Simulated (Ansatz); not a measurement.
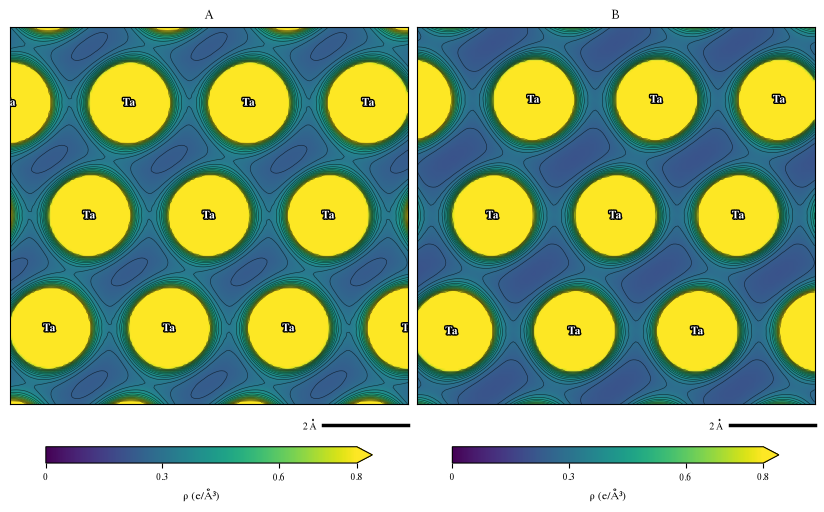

Ta. The valence electron density of two cells that differ in size, on the (101̄) plane of each (indices in the axes of the calculation cell), at one length scale and on one colour scale; one has 17.3 and the other 18.7 Å³ an atom.

Method: Kohn-Sham DFT of a periodic cell, LDA, Ansatz PAW in Ansatz.

The larger cell:

```yaml
crystal:
  lattice:
    - [-1.67301, 1.67301, 1.67301]
    - [1.67301, -1.67301, 1.67301]
    - [1.67301, 1.67301, -1.67301]
  atoms:
    - { symbol: Ta, position: [0.00000, 0.00000, 0.00000] }
```

The smaller cell: a = 2.821 Å, b = 2.821 Å, c = 2.821 Å, α = 109.47°, β = 109.47°, γ = 109.47°.

Question: Which panel shows the smaller cell, and what does the compression change?

Answer: Panel A is the smaller cell, by 8 % in volume. From the larger cell to the smaller, Ta–Ta goes from 2.90 to 2.82 Å, and the density at its midpoint from 0.29 to 0.33 e/Å³; the pressure goes from −16 to −1.0 GPa.
